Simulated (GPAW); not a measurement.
**ZnS (F-43m): refractive index against wavelength**

The refractive index of ZnS (F-43m) below the direct gap (2.11 eV on the mesh) is read from one computed spectrum, n = √(Re ε).

Symmetry: F-43m, No. 216, cubic system. Conventional cell: a = 5.404 Å, b = 5.404 Å, c = 5.404 Å, α = 90.00°, β = 90.00°, γ = 90.00°. Around Zn on site c lie 4 S at 2.34 Å. S on site a has 4 Zn at 2.34 Å as nearest neighbours.

Method: GPAW 26.7.0, PBE, RPA, k-mesh 11×11×11, local fields up to 60 eV, Lorentzian half width 0.15 eV.

Launch of the response step: `OMP_NUM_THREADS=1 python df.py`. The run took 58 s, its band step included, on 1 thread of Arm Neoverse V2, with other jobs on the host.

```tsv
wavelength (nm)	photon energy E (eV)	n
3000	0.413	2.3744
2000	0.620	2.3821
1550	0.800	2.3916
1310	0.946	2.4014
1064	1.165	?
850	1.459	2.4553
```

In the single-oscillator model n² − 1 = E₀E_d/(E₀² − E²), so 1/(n² − 1) = E₀/E_d − E²/(E₀E_d) is linear in E².

Working, on the rows shown:

| x = E² (eV²) | y = 1/(n² − 1) |
| --- | --- |
| 0.170801 | 0.215621 |
| 0.384302 | 0.213931 |
| 0.639837 | 0.211876 |
| 0.895757 | 0.209788 |
| 2.12762 | 0.198867 |

Means: x̄ = 0.84366, ȳ = 0.21002. Σ(x − x̄)(y − ȳ) = -0.02028, Σ(x − x̄)² = 2.357. Slope = -0.02028 / 2.357 = -0.008604; intercept = ȳ − slope · x̄ = 0.21728. Turned back into n, the line misses the rows shown by at most 0.001.

Task: Fill in the last column of the withheld row.

Result: At x = 1.3578 the line gives y = 0.20559, that is 2.4216. The run gave 2.4202, so the interpolation is off by 0.0014, 1.7 % of the range in the table.

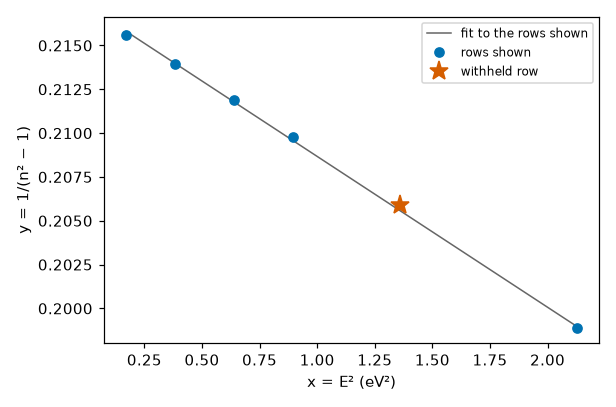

Refitted with all rows, the slope is -0.008557 and the intercept 0.21728. These give E₀ = √(intercept/−slope) = 5.04 eV and E_d = E₀/intercept = 23.2 eV; E₀ is 2.4 times the direct gap. The electronic limit at long wavelengths, without lattice vibrations, is n = √(1 + 1/intercept) = 2.367. The cell comes from an older database entry, whose edges can be off by a per cent or so. Excitons are left out; PBE gaps are as a rule too small. The values come from a sum over the points of one k-mesh and carry its error, which grows as the direct gap shrinks.

[Logs are printed without paths, hosts, clocks, repeated set-up lines and the standing remarks that a program may print on its own settings, such as how far it seeks lower states.]
